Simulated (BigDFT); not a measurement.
```
Si C
1.0
     3.08157    0.00000    0.00000
     0.00000    3.08157    0.00000
     0.00000    0.00000    4.35800
Si C
2 2
Cartesian
  1.5299 1.4677 2.1822
  3.0707 3.0084 0.0032
  0.0183 1.4821 3.2074
  1.5591 3.0229 1.0284
```

Space group P1; changed on purpose from its base cell (atoms moved at random by about 0.05 A); not relaxed (largest force 1.4 eV/Å); computed pressure about 3 GPa in this cell.

Theory: Kohn-Sham DFT of a periodic cell, revPBE, UZH-GTH-PBE in BigDFT.

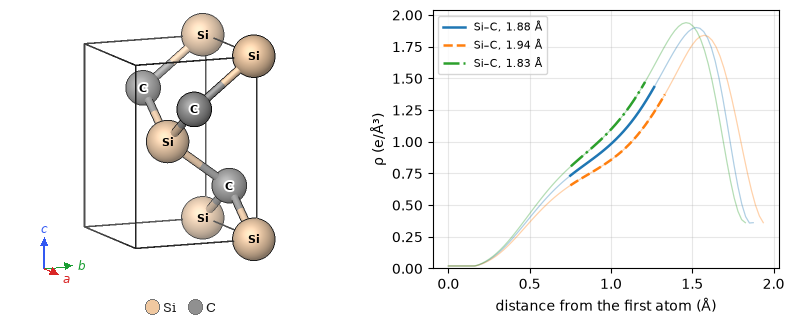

SiC. Valence pseudo-density along straight lines between neighbouring atoms. Thin, pale parts lie inside the atomic spheres. The structure is drawn too.

The density is the valence pseudo-density of a pseudopotential calculation; it isn't the true density close to the nuclei.

What can be read from the curves?

Answer. Si–C (1.88 Å): the density is about 0.91 e/Å³ at the midpoint.
Si–C (1.94 Å): ρ is about 0.83 e/Å³ halfway.
Si–C (1.83 Å): ρ at the midpoint is about 0.99 e/Å³.
